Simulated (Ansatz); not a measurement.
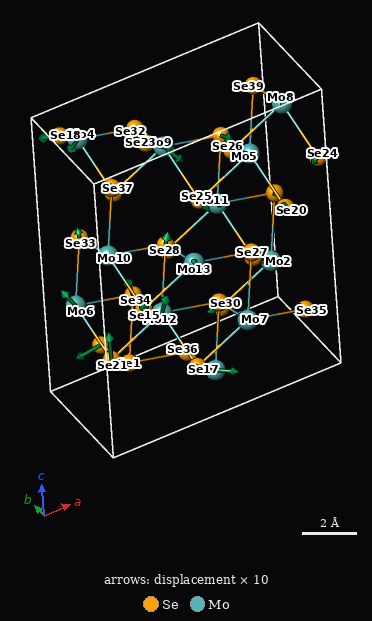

A relaxation of a defect cell of composition Mo$_{4}$Se$_{9}$. The starting structure is drawn; green arrows show the displacements, 10 times their true length.

The picture is a ball-and-stick view of the cell of the calculation, seen slightly off an axis.

Case: Se on a Mo site (a), charge +0, atoms relaxed at the host's cell.

All numbers below come from DFT PBE, scalar-relativistic, plane waves, PAW (Ansatz). Set-up: plane-wave cutoff 420 eV; k-point mesh 2 × 2 × 2; occupations gaussian; smearing width 0.01 eV; mesh shifted by (0.5, 0.5, 0.5); no spin polarisation; atoms relaxed in a fixed cell; force threshold 0.025 eV/Å; at most 45 steps.

> Describe the change and its energy.

The largest moves, 0.12 Å, are those of Se atoms. By element the largest moves are Se 0.12 Å, Mo 0.11 Å. The lattice vectors keep their values. Some distances before and after: Se–Se 2.542 → 2.613 Å, Mo–Se 2.542 → 2.522 Å, Mo–Se 2.542 → 2.553 Å. Bond angles that change, for instance: Se–Se–Se 82.1° → 77.6°, Se–Mo–Se 135.7° → 139.2°, Mo–Se–Mo 81.6° → 84.9°. After 4 geometry steps the energy has fallen by 0.520 eV per cell of the calculation. The largest force component goes from 0.95 to 0.0031 eV/Å.
